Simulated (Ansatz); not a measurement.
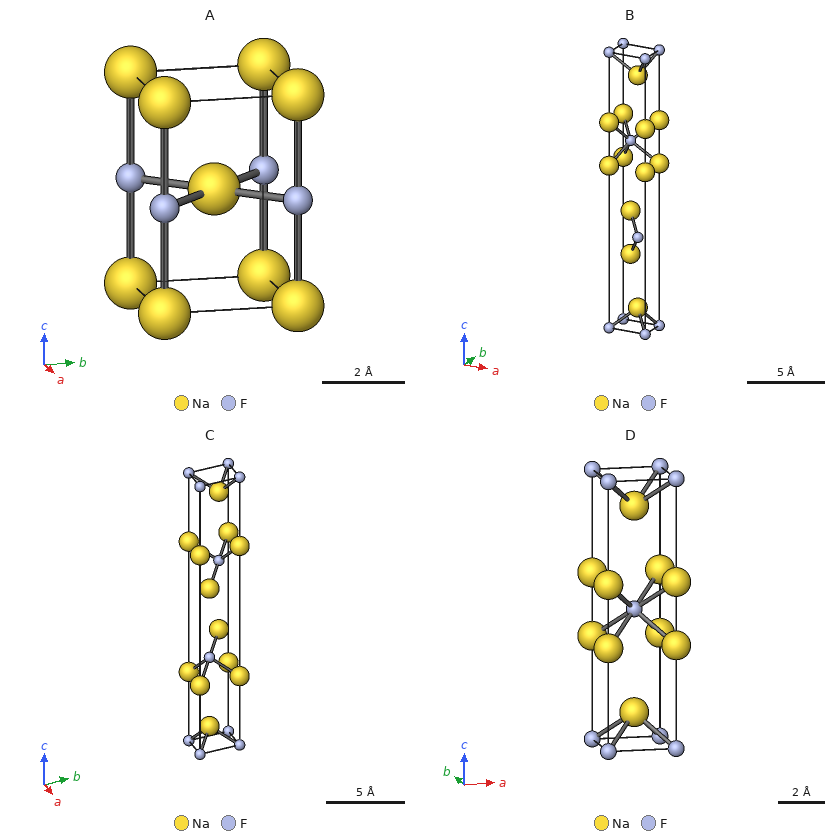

Four structures of Na2F, each relaxed to rest (conventional cells in solid outline, small ones repeated, each panel with its own scale). Method: DFT PBE, scalar-relativistic, plane waves, PAW in Ansatz, without spin polarisation.

What are the structures shown?

A: 3 atoms a cell on a primitive tetragonal lattice, P4/mmm; B: 9 atoms a cell on a rhombohedral (trigonal R) lattice, R3m; C: 9 atoms a cell on a rhombohedral (trigonal R) lattice, R-3m; D: 6 atoms a cell on a body-centred tetragonal lattice, I4/mmm.

Rank them by energy, lowest first.

C, then B (+33 meV/atom), A (+71 meV/atom) and D (+120 meV/atom), energies at zero smearing.

Collect the results in a table.

| panel | structure | E − E(lowest) (meV/atom) | volume (Å³/atom) | gap (eV) |
| --- | --- | --- | --- | --- |
| C | R-3m | 0 | 20.2 | metal |
| B | R3m | 33 | 20.0 | metal |
| A | P4/mmm | 71 | 20.2 | metal |
| D | I4/mmm | 120 | 18.4 | metal |

Some of these may be structure types tried for this composition rather than known phases, and the most stable form need not be among them. Gaps are taken on the k-mesh or band path of each run.
